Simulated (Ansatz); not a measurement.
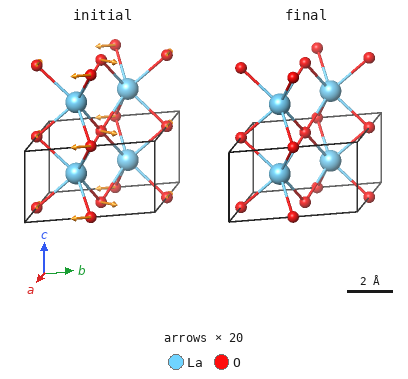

The structure of a crystal of La₂O₃ (set up in P-62m) before (left) and after (right) a relaxation, at one scale. The orange arrows give the displacements (the part carried along by the change of the cell is left out), magnified 20 times.

A ball-and-stick model of the cell of the calculation, repeated 1 × 1 × 2 with one cell outlined, seen slightly off an axis.

The run lets cell and atoms move.

Level of theory: Ansatz, Kohn-Sham DFT of a periodic cell, PBEsol, Ansatz PAW.

Input file:
```yaml
crystal:
  lattice:
    - [6.2667802772, 0.0, 0.0]
    - [-3.1333901386, 5.42719092, 0.0]
    - [0.0, 0.0, 3.299766]
  atoms:
    - { symbol: La, position: [0.6666666667, 0.3333333333, 0.5] }
    - { symbol: La, position: [0.3333333333, 0.6666666667, 0.5] }
    - { symbol: O, position: [0.50801399, 0.0, 0.0] }
    - { symbol: O, position: [0.0, 0.50801399, 0.0] }
    - { symbol: O, position: [0.49198601, 0.49198601, 0.0] }
hamiltonian:
  xc: pbesol
  pseudopotentials: { kind: paw }
kpoints:
  mp_grid: { grid: [4, 4, 6] }
scf:
  occupations: { method: fermi_dirac, width: 0.05 }
output:
  forces: true
  stress: true
  eigenvalues: true
relax:
  f_tol: 0.01
  max_steps: 40
  cell: { stress_tol: 0.05, p_target: 5.0 }
```

Command:
```bash
ansatz run input.yaml --threads 2 --pin off --max-ram 5632MiB --backend cpu --events-out ev --progress --plain --runs-dir out
```

> Summarise the run.

Over 4 accepted moves (7 points after the start) the energy rises by 11.8 meV per atom. With the target pressure of 5 GPa, the enthalpy E + pV changes by −24.8 meV per atom. Largest force component: 0.061 eV/Å at the start, under 0.0001 eV/Å at the end. Pressure: −1.06 GPa at the start and 4.99 GPa at the end. The line search rejected the trial step at point 1 of the run. The SCF was repeated twice at an unchanged geometry on a basis and grid sized afresh for the cell, which shifted the energy by 1.8 meV per atom at most. The largest moves relative to the cell, 0.049 Å, are those of O atoms. La stays in place. Cell: a = b 6.267 → 6.165 Å (−1.6 %), c 3.300 → 3.231 Å (−2.1 %). Volume −5.2 %. Some distances before and after: La–La 3.300 → 3.231 Å, La–La 3.618 → 3.560 Å, La–O 2.449 → 2.404 Å. Among the angles between lasting bonds that change: La–O–La 177.6° → 180.0°. The space group (tolerance 0.01 Å) goes from P-62m (No. 189) to P6/mmm (No. 191).
